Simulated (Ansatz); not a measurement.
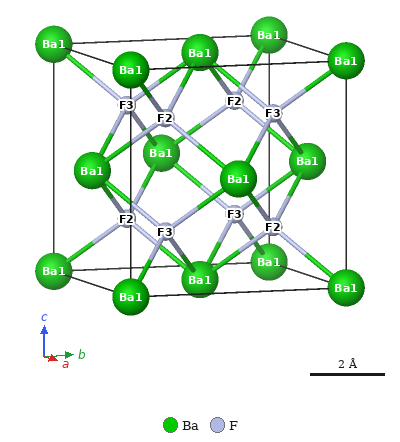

Fig. 1: The input geometry (ball-and-stick view of the cell 4 times as large as that of the calculation, set on its symmetry axes, seen slightly off an axis; atoms are numbered from 1 in the order of the input). An atom can appear more than once, as a periodic image.

## Run report: BaF2, single-point calculation

- system: BaF2 (3 atoms in the cell)
- method: DFT, PBEsol, plane waves, PAW, no spin polarisation (Ansatz 0.2.0)

The structure derives from an entry of the Crystallography Open Database. The geometry comes from this level: r2SCAN. Figures and captions count atoms from 1; the log counts them from 0 in places.

Output:
```
scf.n_extra_bands = 4 over 12 filled bands (N_el = 24.0): the run solves 16 bands
Engine: ansatz 0.2.0, aarch64-unknown-linux-gnu
Pseudopotentials: kind: paw
Pseudopotential: Ba, paw, valence charge 10, recommended cutoff 420 eV (normal), Ba.paw.azcp
Pseudopotential: F, paw, valence charge 7, recommended cutoff 420 eV (normal), F.paw.azcp
Functional definition: PBEsol
  exchange = pbesol_x
  correlation = pbesol_c
Crystal: 3 atoms, lattice volume = 59.418 Å³
Basis set: ecut = 420 eV, 1211 PW (Γ), exchange–correlation on 60×60×60 points (8 copies of the dense FFT grid, shifted against one another)
Bands: 16, of which v1, the nominal top of the filled ones, is band 12 counted from 1 (11 counted from 0)
Symmetry: 48 space group operations
Space group: Fm-3m (ITA 225), of the structure as read, at distance tolerance 3.9e-5 Å
k-points: 16 of 216
Non-local potential: Ba, projectors of the file, l = 0: 3, l = 1: 2, l = 2: 2, l = 3: 2
Non-local potential: F, projectors of the file, l = 0: 2, l = 1: 2, l = 2: 1
PAW form: soft (Blöchl's): semilocal exchange-correlation on the pseudo side does not see the compensation charge
PAW frozen core: Ba, regenerated for the run's functional, and the local potential with it (the file was generated under x = pbe(κ = 0.804, μ = 0.2195149727645171), c = pbe(β = 0.06672455060314922))
PAW frozen core: F, regenerated for the run's functional, and the local potential with it (the file was generated under x = pbe(κ = 0.804, μ = 0.2195149727645171), c = pbe(β = 0.06672455060314922))
PAW one-centre angular grid: Ba, 194 points (default); XC on 64 Gauss nodes
PAW one-centre angular grid: F, 110 points (default); XC on 64 Gauss nodes
Initial density: superposition of atomic densities (neutral atoms: chi_scale 0, normalization atom), corrected by the library's trained network
Initial wavefunctions: pseudopotential atomic-orbital guess
Functional: x = pbesol(κ = 0.804, μ = 0.12345679012345678), c = pbesol(β = 0.046)
SCF iter   1: F=—  HF=-7469.626498 eV  |F-HF|=—  |Δ(HF+E_count)|=         —  Δρ=1.19e-2  dr2=5.42e-2  ethr=1.77e-3  ⟨swp⟩=4.9  Hψ=1334  notcnv=0  defer=22
preconditioner: auto → none  [insulator: Δε(μ)=6.539 eV  Ē_g=16.545 eV  n_scr=14 (ndim 8)  ℏωp=23.6 eV  f_vac=0.138  ε∞_Penn≈3.0]
SCF iter   2: F=—  HF=-7469.615594 eV  |F-HF|=—  |Δ(HF+E_count)|=   1.09e-2  Δρ=6.76e-3  dr2=1.68e-2  ethr=2.26e-4  ⟨swp⟩=2.5  Hψ=608  notcnv=0  defer=28
SCF iter   3: F=—  HF=-7469.610847 eV  |F-HF|=—  |Δ(HF+E_count)|=   4.75e-3  Δρ=5.23e-4  dr2=1.00e-4  ethr=6.98e-5  ⟨swp⟩=2.6  Hψ=430  notcnv=0  defer=27
SCF iter   4: F=—  HF=-7469.610948 eV  |F-HF|=—  |Δ(HF+E_count)|=   1.01e-4  Δρ=2.96e-4  dr2=3.03e-5  ethr=4.19e-7  ⟨swp⟩=2.4  Hψ=476  notcnv=0  defer=28
SCF iter   5: F=—  HF=-7469.610967 eV  |F-HF|=—  |Δ(HF+E_count)|=   1.89e-5  Δρ=3.70e-5  dr2=4.60e-7  ethr=1.26e-7  ⟨swp⟩=2.0  Hψ=351  notcnv=0  defer=25
SCF iter   6: F=-7469.610967 eV  HF=-7469.610967 eV  |F-HF|=9.75e-9  |Δ(HF+E_count)|=   9.55e-9  Δρ=7.59e-6  dr2=1.62e-8  ethr=4.17e-10  ⟨swp⟩=12.4  Hψ=2506  notcnv=0
SCF 1 converged in 6 iterations: F = -7469.610967 eV  dr2 = 1.62e-8
  greatest PAW one-centre occupation: 0.955 electrons in one spin orbital (limit 2), on the Ba atom at site 0 (counted from 0), in its partial waves of l = 0
```

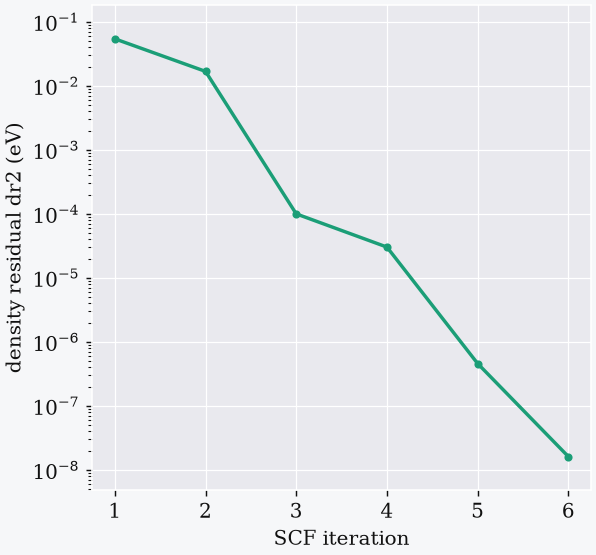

Fig. 2: Convergence of the self-consistent field: density residual dr2 against the SCF iteration. The residual falls at every step.

```
SCF converged after 6 iterations
Free energy (F): -7469.610967 eV
Harris-Foulkes:  -7469.610967 eV  (|F-HF|=9.75e-9)
Internal energy: -7469.610967 eV  (E = F + TS)
E sigma→0 (E₀):  -7469.610967 eV
Fermi energy:    3.013628 eV
--- Per-component energies (eV) ---
  E_band       = -103.376097
  E_kinetic    = 582.043002
  E_local      = -1545.679355  (includes V_loc(G=0)·N_el)
  E_nonlocal   = 205.566295
  E_hartree    = 581.687650
  E_xc         = -325.792892
  E_vxc        = -340.512269  (∫ρ·V_xc dr)
  E_paw        = -5527.392931  (= ΣΔE_a)
  E_vpaw       = -168.168065  (= ΣTr[D̂ρ^β])
  E_aug_tail   = 0.004073  (compensation charges beyond the density's cutoff)
  E_ewald      = -1440.283127
  E_core_change = 0.236318  (= ΣΔE_core)
  E_smearing   = -0.000000  (= −TS)
  E_closure    = 0.000000  (closes the sum)
  Σ components = -7469.610967   (vs F -7469.610967, Δ=0.00e0)
--- Forces (eV/Å), atoms counted from 1 ---
  atom   1  Ba    -0.00000000     0.00000000     0.00000000
  atom   2  F     -0.00000000     0.00000000     0.00000000
  atom   3  F      0.00000000    -0.00000000     0.00000000
  max |Σ_I F_I| component: 9.25e-18 eV/Å
--- Stress (GPa, compression-positive) ---
       -1.601555       0.000000       0.000000
        0.000000      -1.601555       0.000000
        0.000000       0.000000      -1.601555
  P = ⅓ Tr σ = -1.6016 GPa (-16.016 kbar)
--- Band table (eV; the first three rows and the last of 16) ---
  k-point 0: bands = ["-19.9193", "-15.7767", "-15.7144", "-4.7438", "-4.7438", "-4.7438", "1.5179", "1.5179", "1.5179", "2.9350", "2.9350", "2.9350", "9.7489", "12.2469", "12.2469", "14.4558"]
  k-point 1: bands = ["-19.8670", "-15.8072", "-15.7762", "-4.7943", "-4.7875", "-4.7875", "1.6317", "1.6317", "1.8012", "2.7567", "2.9023", "2.9023", "10.3506", "12.2236", "12.2236", "14.1108"]
  k-point 2: bands = ["-19.7561", "-15.9450", "-15.8301", "-4.8800", "-4.8713", "-4.8713", "1.8403", "1.8403", "2.3627", "2.4859", "2.8599", "2.8599", "11.4418", "12.2263", "12.2263", "13.3404"]
  k-point 15: bands = ["-19.6185", "-16.0522", "-15.9520", "-5.1696", "-5.0107", "-4.7205", "1.6969", "2.5178", "2.6739", "2.6915", "2.7067", "2.8309", "10.4719", "12.4281", "13.0670", "13.5760"]
```

File v_z.tsv:
```
# z_ang	v_es[eV]	v_tot[eV]
# format = ansatz-planar-average/11
# xc	pbesol
# density_cutoff_ev	1680
# datasets	Ba=:simpson_from_first_knot:soft:shift=-1146388	F=:simpson_from_first_knot:soft:shift=-301354
# lattice	0.000000000	3.097161242	3.097161242
# lattice	3.097161242	0.000000000	3.097161242
# lattice	3.097161242	3.097161242	0.000000000
# sites	3
# site	56	0.000000000	0.000000000	0.000000000
# site	9	1.548580621	1.548580621	1.548580621
# site	9	4.645741864	4.645741864	4.645741864
0.000000	4.072001e-2	-1.091274e1
0.146002	1.647578e-1	-1.079902e1
0.292003	2.403376e-1	-1.070308e1
0.438005	1.295977e-1	-1.075559e1
0.584006	1.374047e-1	-1.063692e1
0.730008	4.265506e-1	-1.012074e1
0.876009	1.052843e0	-9.183099e0
1.022011	2.021034e0	-7.782317e0
1.168013	3.211111e0	-6.035391e0
1.314014	4.503070e0	-4.135120e0
1.460016	5.830228e0	-2.095922e0
1.606017	7.124283e0	-1.195794e-1
1.752019	8.350293e0	1.583429e0
1.898021	9.353760e0	3.000708e0
2.044022	9.819552e0	3.826420e0
2.190024	9.877294e0	4.020591e0
2.336025	9.819552e0	3.826420e0
2.482027	9.353760e0	3.000708e0
2.628028	8.350293e0	1.583429e0
2.774030	7.124283e0	-1.195794e-1
2.920032	5.830228e0	-2.095922e0
3.066033	4.503070e0	-4.135120e0
3.212035	3.211111e0	-6.035391e0
3.358036	2.021034e0	-7.782317e0
3.504038	1.052843e0	-9.183099e0
3.650040	4.265506e-1	-1.012074e1
3.796041	1.374047e-1	-1.063692e1
3.942043	1.295977e-1	-1.075559e1
4.088044	2.403376e-1	-1.070308e1
4.234046	1.647578e-1	-1.079902e1
```

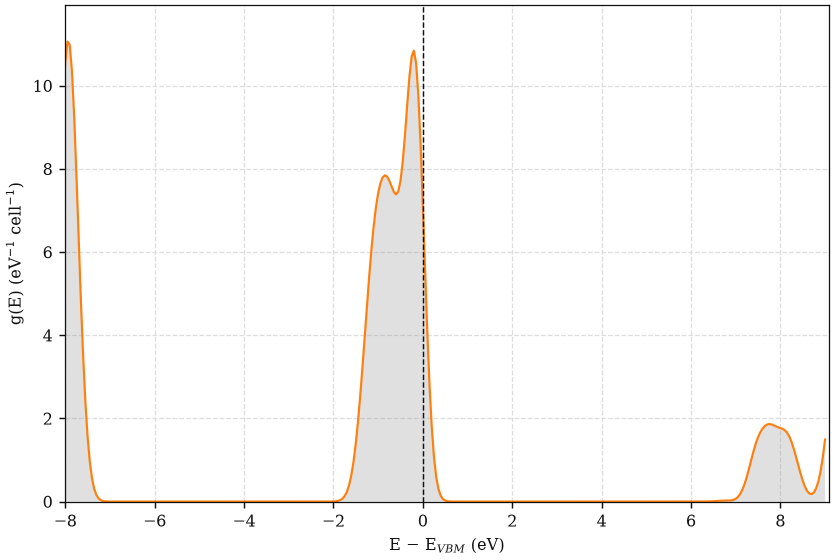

Fig. 3: Density of states (the curve is built from the levels of the k mesh with Gaussians 0.4 eV wide, which also blur the band edges), with energies from the valence-band top. There is a gap of 6.74 eV on the k-point mesh. Small ripples come from the finite k-point mesh.

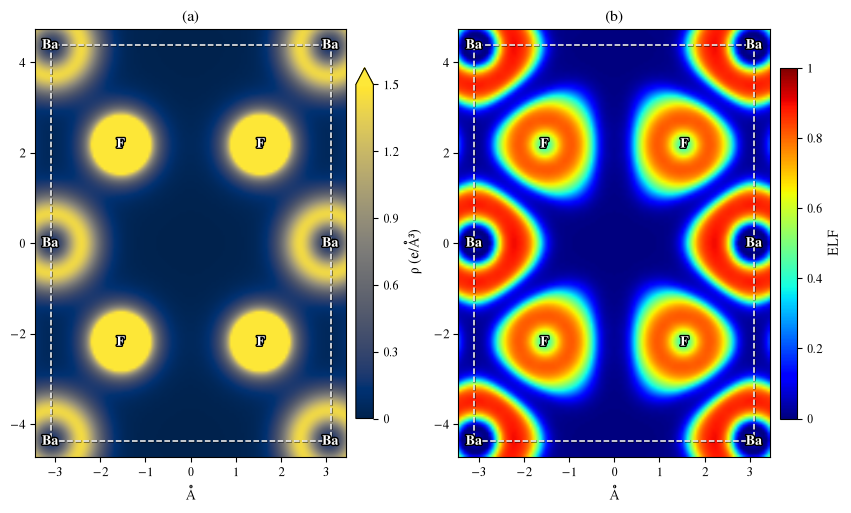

Fig. 4: (a) valence pseudo-density; (b) ELF on the (101) plane of the conventional cell. Away from the nuclei the density in this plane falls to 0.003 e/Å³ at its lowest. The strong features right at Ba lie inside the PAW spheres (semicore, d or f shells) and say nothing about bonding. The fields are those of the smooth PAW valence density.

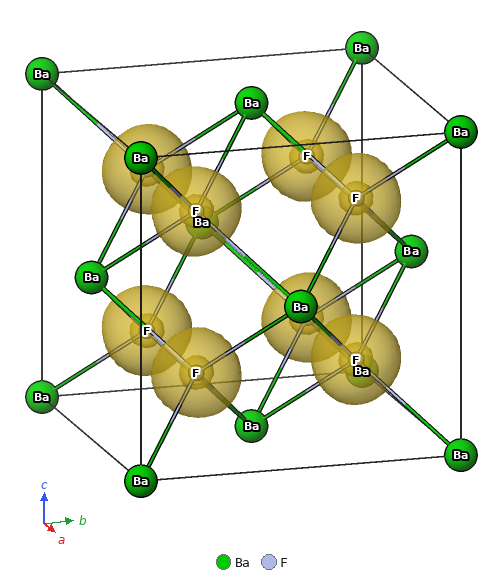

Fig. 5: Isosurface of the electron localisation function at 0.7 (yellow), seen slightly off an axis. Core shells and regions of very low density are left out. Sticks mark near contacts. The outline is the cell set on symmetry axes. Values along the shortest contacts:

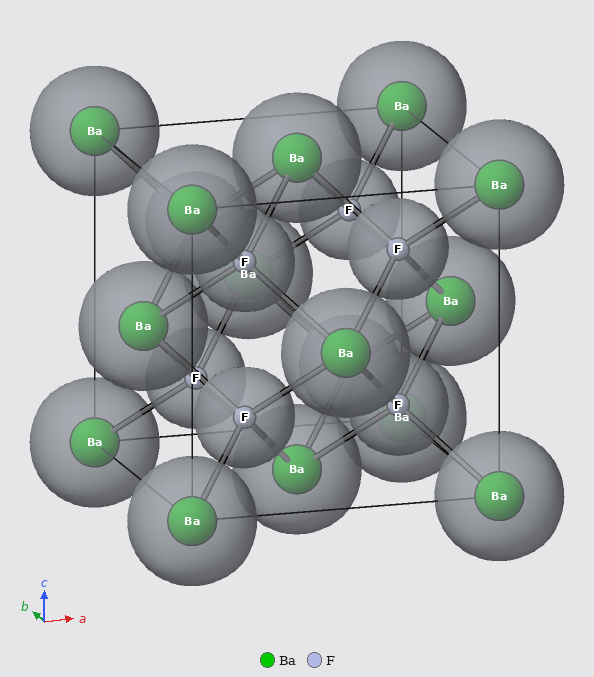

Fig. 6: Isosurface of the valence charge density (pseudo) at 0.3 e/Å³ (grey), seen slightly off an axis. Sticks mark near contacts. The outline is the cell set on symmetry axes. At this value the density breaks into separate islands; it holds about 85 % of the electrons treated as valence (semicore included). It is pinched off along the Ba–F (2.68 Å) contacts. On the grid the lowest density along these lines, outside the cores, is 0.2 e/Å³ (Ba–F, 2.68 Å).

This output came from the following input.

Input file:
```yaml
crystal:
  lattice:
    - [0.0, 3.0971612425, 3.0971612425]
    - [3.0971612425, 0.0, 3.0971612425]
    - [3.0971612425, 3.0971612425, 0.0]
  atoms:
    - { symbol: Ba, position: [0.0, 0.0, 0.0] }
    - { symbol: F, position: [0.25, 0.25, 0.25] }
    - { symbol: F, position: [0.75, 0.75, 0.75] }
kpoints:
  mp_grid: { grid: [6, 6, 6] }
hamiltonian:
  xc: pbesol
scf:
  occupations: { method: fixed }
  n_extra_bands: 4
output:
  forces: true
  stress: true
  eigenvalues: true
  write_density: true
  write_potential: true
  elf: true
  volumetric_format: npy
```

Run as:
```bash
ansatz run input.yaml --threads 4 --pin off --max-ram 3686MiB --backend cpu --events-out ev --progress --plain --runs-dir out
```

Summary:

```json
{"quantity": "outcome", "value": "converged"}
{"quantity": "space group (tolerance 0.01 Å)", "value": "Fm-3m (225)"}
{"quantity": "electrons treated", "value": "24"}
{"quantity": "free energy", "value": "−7469.6110 eV"}
{"quantity": "Fermi energy", "value": "3.014 eV"}
{"quantity": "gap on the k-point mesh", "value": "6.74 eV"}
{"quantity": "pressure", "value": "−1.60 GPa"}
{"quantity": "largest force (length of the vector)", "value": "under 0.001 eV/Å"}
{"quantity": "hardware", "value": "4 threads of Arm Neoverse V2, 24 GiB of memory available, shared host"}
{"quantity": "peak memory", "value": "0.32 GiB"}
```
